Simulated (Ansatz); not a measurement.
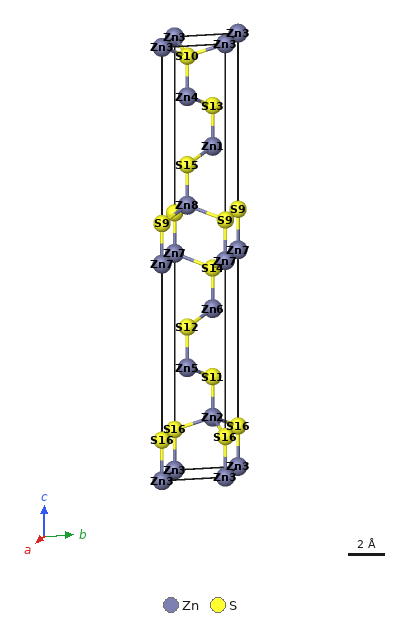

The input geometry (ball-and-stick view of the cell of the calculation, seen slightly off an axis; atoms are numbered from 1 in the order of the input).

**Run report: ZnS, field-gradient calculation**

- system: ZnS (P6₃mc, 16 atoms in the cell)
- method: DFT, PBE, plane-wave PAW, default files, scalar-relativistic, no spin polarisation (Ansatz 0.2.0)

The structure derives from a Materials Project entry. Figures and captions count atoms from 1; the log counts them from 0 in places.

**Output**
```
Engine: ansatz 0.2.0, aarch64-unknown-linux-gnu
Pseudopotentials: kind: paw
Pseudopotential: Zn, paw, valence charge 12, recommended cutoff 420 eV (normal), Zn.paw.azcp
Pseudopotential: S, paw, valence charge 6, recommended cutoff 420 eV (normal), S.paw.azcp
Functional definition: PBE
  parameter kappa = 0.804
  parameter beta = 0.06672455060314922
  exchange = pbe_x(kappa = kappa, mu = beta*pi^2/3)
  correlation = pbe_c(beta = beta)
Crystal: 16 atoms, lattice volume = 312.647 Å³
Basis set: ecut = 420 eV, 6107 PW (Γ), exchange–correlation on 54×54×360 points (8 copies of the dense FFT grid, shifted against one another)
Bands: 88, of which v1, the nominal top of the filled ones, is band 72 counted from 1 (71 counted from 0)
Symmetry: 12 space group operations
Space group: P63mc (ITA 186), of the structure as read, at distance tolerance 6.8e-5 Å
k-points: 20 of 128
Non-local potential: Zn, projectors of the file, l = 0: 2, l = 1: 2, l = 2: 3, l = 3: 1
Non-local potential: S, projectors of the file, l = 0: 2, l = 1: 2, l = 2: 2
PAW form: soft (Blöchl's): semilocal exchange-correlation on the pseudo side does not see the compensation charge
PAW one-centre angular grid: Zn, 590 points (default); XC on 64 Gauss nodes
PAW one-centre angular grid: S, 110 points (default); XC on 64 Gauss nodes
Initial density: superposition of atomic densities (neutral atoms: chi_scale 0, normalization atom), corrected by the library's trained network
Initial wavefunctions: pseudopotential atomic-orbital guess
Functional: x = pbe(κ = 0.804, μ = 0.2195149727645171), c = pbe(β = 0.06672455060314922)
SCF iter   1: F=—  HF=-33781.789382 eV  |F-HF|=—  |Δ(HF+E_count)|=         —  Δρ=6.66e-4  dr2=2.78e-3  ethr=1.77e-3  ⟨swp⟩=7.0  Hψ=7193  notcnv=0  defer=31
preconditioner: auto → Resta (q_TF=auto, 2.398 Å⁻¹)  ε∞=6.6  [insulator: Δε(μ)=2.162 eV  Ē_g=10.676 eV  σ=0.020 eV  W_gap=1.00  n_scr=84 (ndim 8)  ℏωp=25.2 eV  f_vac=0.028  D(μ)=0.00/eV (n_scr^D=0)  ε∞_Penn≈6.6]
SCF iter   2: F=—  HF=-33781.791817 eV  |F-HF|=—  |Δ(HF+E_count)|=   2.43e-3  Δρ=5.04e-4  dr2=9.24e-4  ethr=1.93e-6  ⟨swp⟩=2.7  Hψ=3967  notcnv=0  defer=128
SCF iter   3: F=—  HF=-33781.792117 eV  |F-HF|=—  |Δ(HF+E_count)|=   3.01e-4  Δρ=3.60e-4  dr2=2.50e-4  ethr=6.42e-7  ⟨swp⟩=2.0  Hψ=2857  notcnv=0  defer=128
SCF iter   4: F=—  HF=-33781.791966 eV  |F-HF|=—  |Δ(HF+E_count)|=   1.51e-4  Δρ=7.60e-5  dr2=2.03e-5  ethr=1.73e-7  ⟨swp⟩=2.0  Hψ=2857  notcnv=0  defer=128
SCF iter   5: F=—  HF=-33781.791768 eV  |F-HF|=—  |Δ(HF+E_count)|=   1.99e-4  Δρ=2.97e-5  dr2=6.53e-6  ethr=1.41e-8  ⟨swp⟩=2.9  Hψ=2999  notcnv=0  defer=128
SCF iter   6: F=—  HF=-33781.791769 eV  |F-HF|=—  |Δ(HF+E_count)|=   1.25e-6  Δρ=9.22e-6  dr2=4.31e-7  ethr=4.54e-9  ⟨swp⟩=2.5  Hψ=2585  notcnv=0  defer=128
SCF iter   7: F=—  HF=-33781.791769 eV  |F-HF|=—  |Δ(HF+E_count)|=   3.14e-7  Δρ=7.34e-6  dr2=9.94e-8  ethr=6.94e-11  ⟨swp⟩=11.6  Hψ=8917  notcnv=0
SCF iter   8: F=-33781.791769 eV  HF=-33781.791769 eV  |F-HF|=1.25e-8  |Δ(HF+E_count)|=   4.87e-8  Δρ=1.87e-6  dr2=1.04e-8  ethr=6.90e-11  ⟨swp⟩=4.3  Hψ=6159  notcnv=0
SCF 1 converged in 8 iterations: F = -33781.791769 eV  dr2 = 1.04e-8
  greatest PAW one-centre occupation: 0.983 electrons in one spin orbital (limit 2), on the Zn atom at site 5 (counted from 0), in its partial waves of l = 2
```

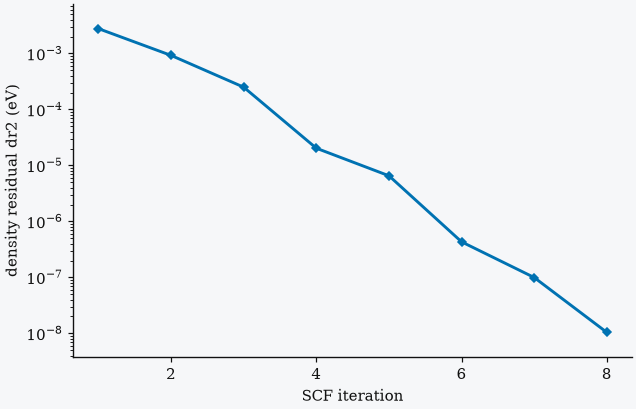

Convergence of the self-consistent field: density residual dr2 against the SCF iteration. The residual falls at every step.

```
SCF converged after 8 iterations
Free energy (F): -33781.791769 eV
Harris-Foulkes:  -33781.791769 eV  (|F-HF|=1.25e-8)
Internal energy: -33781.791769 eV  (E = F + TS)
E sigma→0 (E₀):  -33781.791769 eV
Fermi energy:    7.009848 eV
--- Per-component energies (eV) ---
  E_band       = 54.046184
  E_kinetic    = 1909.013595
  E_local      = -16283.902802  (includes V_loc(G=0)·N_el)
  E_nonlocal   = 5141.209261
  E_hartree    = 6811.384653
  E_xc         = -1876.578733
  E_vxc        = -1118.262900  (∫ρ·V_xc dr)
  E_paw        = -19427.192230  (= ΣΔE_a)
  E_vpaw       = -3216.782158  (= ΣTr[D̂ρ^β])
  E_aug_tail   = -0.002935  (compensation charges beyond the density's cutoff)
  E_ewald      = -10055.722578
  E_smearing   = -0.000000  (= −TS)
  E_closure    = 0.000000  (closes the sum)
  Σ components = -33781.791769   (vs F -33781.791769, Δ=0.00e0)
--- Forces (eV/Å), atoms counted from 1 ---
  atom   1  Zn     0.00000000    -0.00000000     0.01898557
  atom   2  Zn    -0.00000000     0.00000000     0.01410302
  atom   3  Zn    -0.00000000     0.00000000     0.00616831
  atom   4  Zn    -0.00000000     0.00000000    -0.01793253
  atom   5  Zn    -0.00000000     0.00000000     0.01898557
  atom   6  Zn     0.00000000    -0.00000000    -0.01793253
  atom   7  Zn     0.00000000    -0.00000000     0.00616831
  atom   8  Zn     0.00000000    -0.00000000     0.01410302
  atom   9  S     -0.00000000     0.00000000    -0.00259613
  atom  10  S      0.00000000    -0.00000000    -0.01844629
  atom  11  S      0.00000000    -0.00000000     0.00729888
  atom  12  S      0.00000000     0.00000000    -0.00757676
  atom  13  S      0.00000000    -0.00000000    -0.00757676
  atom  14  S      0.00000000     0.00000000    -0.01844629
  atom  15  S     -0.00000000     0.00000000     0.00729888
  atom  16  S     -0.00000000    -0.00000000    -0.00259613
  max |Σ_I F_I| component: 8.17e-6 eV/Å
--- Stress (GPa, compression-positive) ---
        2.345566      -0.000000       0.000000
       -0.000000       2.345566      -0.000000
        0.000000       0.000000       2.369941
  P = ⅓ Tr σ = 2.3537 GPa (23.537 kbar)
--- PAW observables at the nuclei: V_zz in 10²¹ V/m², potentials from the cell's mean, atoms counted from 1 ---
  atom   1  Zn V_zz =    -0.013149   η = 0.0000   by run symmetry: allowed   C_q = -0.0388 MHz
            electrostatic potential = -3941.700138 V   contact ρ = 166603.955187 e/Å³
  atom   2  Zn V_zz =    +0.065114   η = 0.0000   by run symmetry: allowed   C_q = +0.1921 MHz
            electrostatic potential = -3941.691843 V   contact ρ = 166604.101576 e/Å³
  atom   3  Zn V_zz =    +0.030428   η = 0.0000   by run symmetry: allowed   C_q = +0.0898 MHz
            electrostatic potential = -3941.692699 V   contact ρ = 166604.136991 e/Å³
  atom   4  Zn V_zz =    +0.027622   η = 0.0000   by run symmetry: allowed   C_q = +0.0815 MHz
            electrostatic potential = -3941.716446 V   contact ρ = 166603.913281 e/Å³
  atom   5  Zn V_zz =    -0.013149   η = 0.0000   by run symmetry: allowed   C_q = -0.0388 MHz
            electrostatic potential = -3941.700138 V   contact ρ = 166603.955187 e/Å³
  atom   6  Zn V_zz =    +0.027622   η = 0.0000   by run symmetry: allowed   C_q = +0.0815 MHz
            electrostatic potential = -3941.716446 V   contact ρ = 166603.913281 e/Å³
  atom   7  Zn V_zz =    +0.030428   η = 0.0000   by run symmetry: allowed   C_q = +0.0898 MHz
            electrostatic potential = -3941.692699 V   contact ρ = 166604.136991 e/Å³
  atom   8  Zn V_zz =    +0.065114   η = 0.0000   by run symmetry: allowed   C_q = +0.1921 MHz
            electrostatic potential = -3941.691843 V   contact ρ = 166604.101576 e/Å³
  atom   9  S  V_zz =    -0.054268   η = 0.0000   by run symmetry: allowed   C_q = +0.0911 MHz
            electrostatic potential = -1633.150980 V   contact ρ = 19764.951083 e/Å³
  atom  10  S  V_zz =    -0.031179   η = 0.0000   by run symmetry: allowed   C_q = +0.0523 MHz
            electrostatic potential = -1633.149454 V   contact ρ = 19764.945534 e/Å³
  atom  11  S  V_zz =    +0.084047   η = 0.0000   by run symmetry: allowed   C_q = -0.1410 MHz
            electrostatic potential = -1633.157064 V   contact ρ = 19764.958004 e/Å³
  atom  12  S  V_zz =    +0.223365   η = 0.0000   by run symmetry: allowed   C_q = -0.3748 MHz
            electrostatic potential = -1633.180533 V   contact ρ = 19764.989224 e/Å³
  atom  13  S  V_zz =    +0.223365   η = 0.0000   by run symmetry: allowed   C_q = -0.3748 MHz
            electrostatic potential = -1633.180533 V   contact ρ = 19764.989224 e/Å³
  atom  14  S  V_zz =    -0.031179   η = 0.0000   by run symmetry: allowed   C_q = +0.0523 MHz
            electrostatic potential = -1633.149454 V   contact ρ = 19764.945534 e/Å³
  atom  15  S  V_zz =    +0.084047   η = 0.0000   by run symmetry: allowed   C_q = -0.1410 MHz
            electrostatic potential = -1633.157064 V   contact ρ = 19764.958004 e/Å³
  atom  16  S  V_zz =    -0.054268   η = 0.0000   by run symmetry: allowed   C_q = +0.0911 MHz
            electrostatic potential = -1633.150980 V   contact ρ = 19764.951083 e/Å³
--- Band table (eV; the first three rows and the last of 20) ---
  k-point 0: bands = ["-7.3016", "-7.1940", "-7.1700", "-6.8764", "-6.8639", "-6.5257", "-6.5063", "-6.3530", "-0.4708", "-0.4616", "-0.4602", "-0.4602", "-0.4526", "-0.4526", "-0.4488", "-0.4248", "-0.4248", "-0.4233", "-0.4094", "-0.4035", "-0.4035", "-0.3857", "-0.3857", "-0.3656", "-0.3656", "-0.3522", "-0.3522", "-0.3458", "-0.3458", "-0.2050", "-0.1993", "0.0395", "0.0395", "0.0406", "0.0406", "0.0442", "0.0442", "0.0462", "0.0462", "0.0561", "0.0561", "0.0627", "0.0627", "0.0889", "0.0889", "0.0924", "0.0924", "0.2550", "0.5572", "1.5140", "1.5296", "3.0531", "3.0650", "4.7747", "4.7923", "5.0278", "5.0278", "5.1379", "5.1379", "5.1488", "5.1488", "5.4352", "5.4352", "5.4423", "5.4423", "5.7577", "5.7577", "5.7744", "5.7744", "5.8978", "5.9146", "5.9146", "8.0830", "8.8767", "8.9573", "9.1697", "9.2282", "9.3363", "9.3768", "9.4918", "12.1597", "12.2137", "12.2456", "12.2456", "12.3196", "12.3961", "12.3961", "12.5235"]
  k-point 1: bands = ["-7.2713", "-7.2713", "-7.0430", "-7.0430", "-6.6848", "-6.6848", "-6.3962", "-6.3962", "-0.4665", "-0.4665", "-0.4570", "-0.4570", "-0.4570", "-0.4570", "-0.4441", "-0.4441", "-0.4154", "-0.4154", "-0.4154", "-0.4154", "-0.3746", "-0.3746", "-0.3746", "-0.3746", "-0.3482", "-0.3482", "-0.3482", "-0.3482", "-0.3422", "-0.3422", "0.0238", "0.0238", "0.0402", "0.0402", "0.0402", "0.0402", "0.0448", "0.0448", "0.0448", "0.0448", "0.0596", "0.0596", "0.0596", "0.0596", "0.0908", "0.0908", "0.0908", "0.0908", "0.9189", "0.9189", "2.2463", "2.2463", "3.9222", "3.9222", "5.0574", "5.0574", "5.0574", "5.0574", "5.2757", "5.2757", "5.2757", "5.2757", "5.5393", "5.5393", "5.6109", "5.6109", "5.6109", "5.6109", "5.8753", "5.8753", "5.8753", "5.8753", "8.3801", "8.3801", "9.1915", "9.1915", "9.2900", "9.2900", "9.4126", "9.4126", "12.2566", "12.2566", "12.2996", "12.2996", "12.2996", "12.2996", "12.3387", "12.3387"]
  k-point 2: bands = ["-7.1955", "-7.0924", "-7.0688", "-6.7889", "-6.7764", "-6.4572", "-6.4376", "-6.2944", "-0.4818", "-0.4790", "-0.4591", "-0.4452", "-0.4387", "-0.4357", "-0.4300", "-0.4287", "-0.4095", "-0.4034", "-0.4023", "-0.3774", "-0.3665", "-0.3645", "-0.3598", "-0.3589", "-0.3489", "-0.3352", "-0.3350", "-0.3227", "-0.3142", "-0.1954", "-0.1901", "0.0197", "0.0206", "0.0271", "0.0332", "0.0346", "0.0373", "0.0419", "0.0549", "0.0551", "0.0608", "0.0701", "0.0704", "0.0851", "0.0930", "0.0969", "0.1072", "0.2918", "0.7159", "1.5903", "1.6046", "3.0082", "3.0212", "4.2654", "4.3459", "4.3650", "4.4377", "4.4612", "4.7797", "4.8695", "4.8866", "4.9028", "4.9191", "4.9982", "5.2424", "5.2496", "5.3345", "5.4072", "5.6089", "5.6242", "5.7689", "5.7846", "8.8680", "9.4351", "9.5054", "9.8585", "9.9087", "10.0227", "10.0301", "10.1450", "11.5631", "11.5971", "11.8677", "12.0381", "12.1340", "12.3105", "12.4310", "12.5102"]
  k-point 19: bands = ["-6.1986", "-6.1986", "-6.1572", "-6.1572", "-6.1038", "-6.1038", "-6.0601", "-6.0601", "-0.3824", "-0.3824", "-0.3553", "-0.3553", "-0.3415", "-0.3415", "-0.2944", "-0.2944", "-0.2678", "-0.2678", "-0.2401", "-0.2401", "-0.2111", "-0.2111", "-0.1707", "-0.1707", "-0.0712", "-0.0712", "-0.0526", "-0.0526", "-0.0204", "-0.0204", "-0.0049", "-0.0049", "0.0390", "0.0390", "0.0541", "0.0541", "0.0592", "0.0592", "0.0811", "0.0811", "0.2675", "0.2675", "0.2864", "0.2864", "0.3503", "0.3503", "0.3870", "0.3870", "1.0522", "1.0522", "1.2211", "1.2211", "1.3204", "1.3204", "1.4682", "1.4682", "2.6428", "2.6428", "2.8846", "2.8846", "3.0826", "3.0826", "3.5011", "3.5011", "3.7590", "3.7590", "4.0402", "4.0402", "4.4087", "4.4087", "4.4977", "4.4977", "10.1945", "10.1945", "10.6483", "10.6483", "10.7873", "10.7873", "11.1841", "11.1841", "11.7953", "11.7953", "11.8827", "11.8827", "12.1998", "12.1998", "12.5690", "12.5690"]
--- Löwdin populations: 16 sites ---
  site symbol       q [e]
     0     Zn     10.7192
     1     Zn     10.7184
     2     Zn     10.7185
     3     Zn     10.7175
     4     Zn     10.7192
     5     Zn     10.7175
     6     Zn     10.7185
     7     Zn     10.7184
     8      S      7.0837
     9      S      7.0829
    10      S      7.0855
    11      S      7.0860
    12      S      7.0860
    13      S      7.0829
    14      S      7.0855
    15      S      7.0837
  spilling = 0.010950 (of n_electrons = 144.000000)
```

**File populations.tsv**
```
# site	symbol	l	j	q
# orbitals = lowdin
# n_electrons = 144.000000
# spilling = 0.010950
0	Zn	0_4S	-	0.744243
0	Zn	2_3D	-	9.974931
1	Zn	0_4S	-	0.743995
1	Zn	2_3D	-	9.974421
2	Zn	0_4S	-	0.744071
2	Zn	2_3D	-	9.974394
3	Zn	0_4S	-	0.742927
3	Zn	2_3D	-	9.974553
4	Zn	0_4S	-	0.744243
4	Zn	2_3D	-	9.974931
5	Zn	0_4S	-	0.742927
5	Zn	2_3D	-	9.974553
6	Zn	0_4S	-	0.744071
6	Zn	2_3D	-	9.974394
7	Zn	0_4S	-	0.743995
7	Zn	2_3D	-	9.974421
8	S	0_3S	-	1.852707
8	S	1_3P	-	5.230973
9	S	0_3S	-	1.852505
9	S	1_3P	-	5.230409
10	S	0_3S	-	1.853200
10	S	1_3P	-	5.232277
11	S	0_3S	-	1.853755
11	S	1_3P	-	5.232260
12	S	0_3S	-	1.853755
12	S	1_3P	-	5.232260
13	S	0_3S	-	1.852505
13	S	1_3P	-	5.230409
14	S	0_3S	-	1.853200
14	S	1_3P	-	5.232277
15	S	0_3S	-	1.852707
15	S	1_3P	-	5.230973
```

The run was set up as follows.

**Input**
```yaml
crystal:
  lattice:
    - [3.8083864859, 0.0, 0.0]
    - [-1.9041932429, 3.2981594442, 0.0]
    - [0.0, 0.0, 24.89095901]
  atoms:
    - { symbol: Zn, position: [0.3333333333, 0.6666666667, 0.74991292] }
    - { symbol: Zn, position: [0.3333333333, 0.6666666667, 0.12478582] }
    - { symbol: Zn, position: [0.0, 0.0, 4.287e-05] }
    - { symbol: Zn, position: [0.6666666667, 0.3333333333, 0.87532473] }
    - { symbol: Zn, position: [0.6666666667, 0.3333333333, 0.24991292] }
    - { symbol: Zn, position: [0.3333333333, 0.6666666667, 0.37532473] }
    - { symbol: Zn, position: [0.0, 0.0, 0.50004287] }
    - { symbol: Zn, position: [0.6666666667, 0.3333333333, 0.62478582] }
    - { symbol: S, position: [0.0, 0.0, 0.59371274] }
    - { symbol: S, position: [0.6666666667, 0.3333333333, 0.96898812] }
    - { symbol: S, position: [0.3333333333, 0.6666666667, 0.21850247] }
    - { symbol: S, position: [0.6666666667, 0.3333333333, 0.34392833] }
    - { symbol: S, position: [0.3333333333, 0.6666666667, 0.84392833] }
    - { symbol: S, position: [0.3333333333, 0.6666666667, 0.46898812] }
    - { symbol: S, position: [0.6666666667, 0.3333333333, 0.71850247] }
    - { symbol: S, position: [0.0, 0.0, 0.09371274] }
kpoints:
  mp_grid: { grid: [8, 8, 2] }
scf:
  occupations: { method: fermi_dirac, width: 0.02 }
hamiltonian:
  xc: pbe
  pseudopotentials: { kind: paw }
output:
  forces: true
  stress: true
  populations: true
  efg:
    quadrupole_moments_barn: { Zn: 0.122, S: -0.0694 }
    contact_densities: true
```

Command:
```bash
ansatz run input.yaml --threads 1 --pin off --max-ram 2560MiB --backend cpu --events-out ev --progress --plain --runs-dir out
```

**Key numbers**

| quantity | value |
| --- | --- |
| outcome | converged |
| space group (tolerance 0.01 Å) | P6₃mc (186) |
| electrons treated | 144 |
| free energy | −33781.7918 eV |
| Fermi energy | 7.010 eV |
| gap on the k-point mesh | 2.17 eV |
| pressure | 2.35 GPa |
| field gradient V_zz (10²¹ V/m²) | Zn −0.0131, Zn 0.0651, Zn 0.0304, Zn 0.0276, Zn −0.0131, Zn 0.0276, Zn 0.0304, Zn 0.0651 (the first 8 of 16 sites) |
| largest force (length of the vector) | 0.019 eV/Å |
| hardware | 1 thread of an Arm (aarch64) CPU, shared host |
| wall time | 79 s |
| peak memory | 0.71 GiB |
